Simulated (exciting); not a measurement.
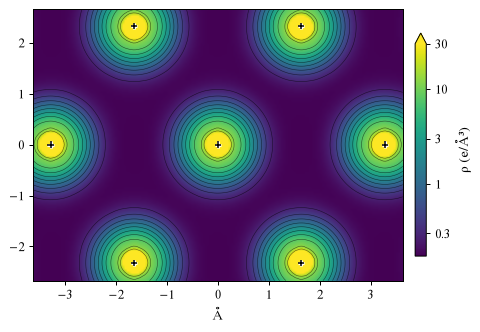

The total electron density on a plane through atoms (crosses mark nuclei in the plane).

Computed with exciting sodium, Kohn-Sham DFT of a periodic cell, PBE, all-electron LAPW+lo, shipped species files.

Candidates:
A. Cu, a = 3.62 Å, b = 3.62 Å, c = 3.62 Å, α = 90.00°, β = 90.00°, γ = 90.00°. Space group Fm-3m.
B. AgBr, a = 4.06 Å, b = 4.06 Å, c = 9.94 Å, α = 90.00°, β = 90.00°, γ = 120.00°. Space group Cm.
C. Ti, a = 3.28 Å, b = 3.28 Å, c = 3.28 Å, α = 90.00°, β = 90.00°, γ = 90.00°. Space group Im-3m; spin-polarised.

Q: Which system is this?

A: Candidate C: Ti on the (011) plane of the conventional cell, which holds Ti. Ti–Ti (2.84 Å): ρ at the midpoint is about 0.18 e/Å³.
